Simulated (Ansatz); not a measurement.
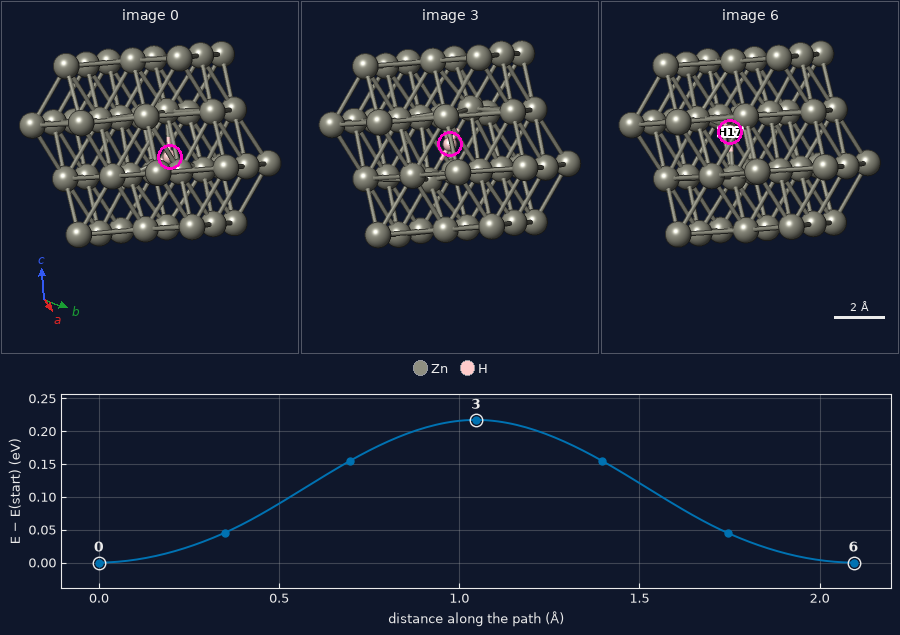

A nudged-elastic-band calculation for a defect cell of composition Zn₁₆H (17 atoms in the cell). Images are numbered from 0 (start) to 6 (end). A ball-and-stick model of the atoms within 5.2 Å of the middle of the path, seen slightly off an axis. The moving atom is ringed, with any periodic copies. Bonds to atoms that aren't drawn are left out.

Method: Ansatz 0.2.0, DFT PBE, scalar-relativistic, plane waves, PAW. Settings: plane-wave cutoff 420 eV; k-point mesh 4 × 4 × 4; Gaussian smearing 0.1 eV; 5 movable images; climbing image.

Read off the barrier and say what moves.

Answer. The H atom travels furthest, 1.95 Å from end to end, along [−1 −1 0], on a straight line. At the highest image its nearest neighbour (Zn) is 1.70 Å away, against 1.85 Å at the start, and the surrounding atoms stand up to 0.18 Å off the mean of their end positions. The barrier is about 0.217 eV in both directions, with image 3 at the top; the ends have the same energy. The band is converged.

Limits of the set-up: the periodic images lie only 6.8 Å apart, so the values are limited by the cell's size.

Cost: 9.5 min on 4 threads of AMD EPYC 9R14 (Zen 4), on a shared host, peak memory 3.8 GiB.
